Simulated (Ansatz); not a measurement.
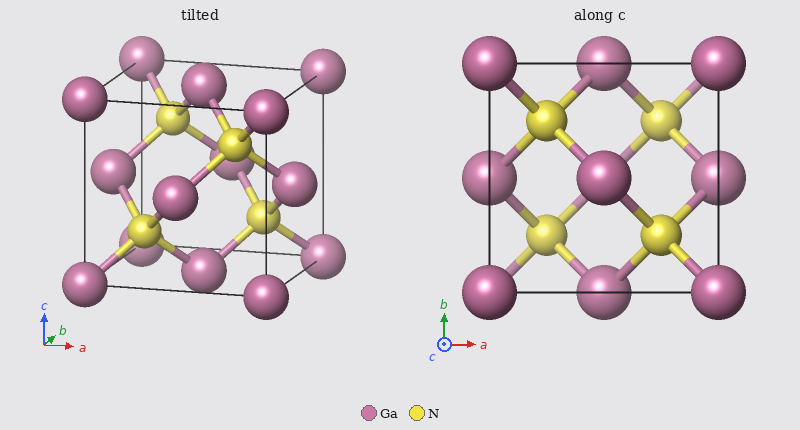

Figure: ball-and-stick view slightly off an axis and along the c axis. The frame is the conventional unit cell; atoms at its boundary are shown with their periodic copies.

GaN, zinc blende (sphalerite type), space group F-43m (No. 216), a = 4.474 Å, b = 4.474 Å, c = 4.474 Å, α = 90.00°, β = 90.00°, γ = 90.00°. The initial geometry was a structure listed in the Materials Project. The cell was then strained or its atoms displaced on purpose. Ansatz was used for an electronic-structure calculation on it.

This one geometry was computed with Ansatz (DFT, plane waves, PAW) at three levels of theory: PBE, HSE06 and r2SCAN. It was relaxed with r2SCAN and then strained.

Which level gives the highest pressure at this volume, and what does that say about its equilibrium volume?

Answer. Highest: PBE (9.6 GPa), which points to the largest equilibrium volume. Lowest, with the smallest volume: HSE06 (3.3 GPa) and r2SCAN (3.3 GPa). Levels within 0.5 GPa of each other can't be told apart.

How does the band gap change with the level of theory?

Answer. PBE: a gap of 1.86 eV, direct; r2SCAN: a gap of 2.28 eV, direct; HSE06: a gap of 3.12 eV, direct.

Collect the results in a table.

Answer.
| level | cutoff (eV) | k-mesh of the run's cell | gap (eV) | pressure (GPa) |
| --- | --- | --- | --- | --- |
| PBE | 420 | 10×10×10 | 1.86 | 9.6 |
| HSE06 | 420 | 6×6×6 | 3.12 | 3.3 |
| r2SCAN | 500 | 10×10×10 | 2.28 | 3.3 |

Gaps are taken on the k-mesh or band path of each run.
